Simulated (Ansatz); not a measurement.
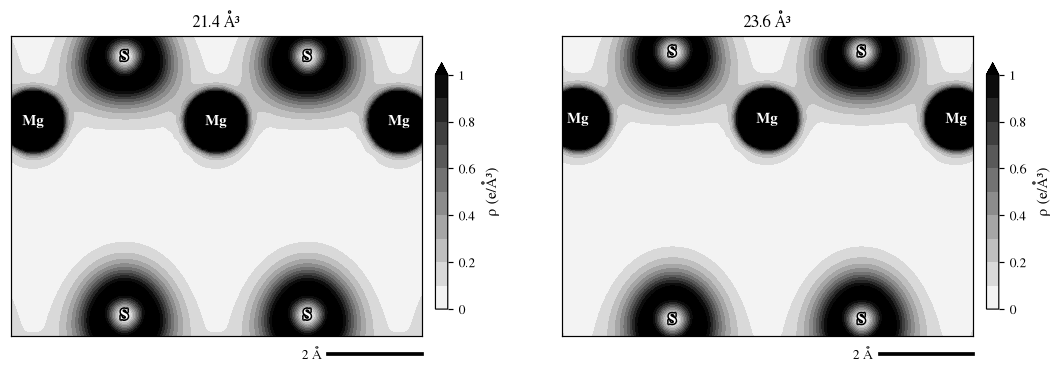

MgS. The valence electron density of cells scaled evenly to different volumes (given per atom above each panel), on the (101̄) plane of each (indices in the axes of the cell below), at one length scale and on one colour scale.

A structure from a database of computed crystals, not necessarily the ambient phase.

The calculation used Ansatz, Kohn-Sham DFT of a periodic cell, PBE0, Ansatz PAW.

In a PAW calculation such maps are meaningful between the atoms, not at the nuclei.

The largest cell:

```yaml
crystal:
  lattice:
    - [0.00000, 2.87040, 2.87040]
    - [2.87040, 0.00000, 2.87040]
    - [2.87040, 2.87040, 0.00000]
  atoms:
    - { symbol: S, position: [0.25000, 0.25000, 0.25000] }
    - { symbol: Mg, position: [0.00000, 0.00000, 0.00000] }
```

| volume (Å³/atom) | Mg–S contact in the plane (Å) | ρ at its midpoint (e/Å³) | pressure (GPa) | gap on the mesh (eV) | 
| --- | --- | --- | --- | --- |
| 21.38 | 2.403 | 0.403 | 4.1 | 5.53 | 
| 21.83 | 2.420 | ? | ? | ? | 
| 23.65 | 2.486 | 0.357 | −2.2 | 5.01 | 

> Estimate the missing row, and compare with the calculation.

Over the known rows ln ρ falls by 1.46 per Å of Mg–S distance (the line through the two), which gives 0.393 e/Å³ at 2.420 Å; the calculation gives 0.393 e/Å³. For the pressure, a straight line in volume between the neighbouring rows gives 2.9 GPa; the calculation gives 2.5, lower because pressure rises ever faster on compression. For the gap on the mesh, a straight line in volume between the neighbouring rows gives 5.43 eV; the calculation gives 5.44.
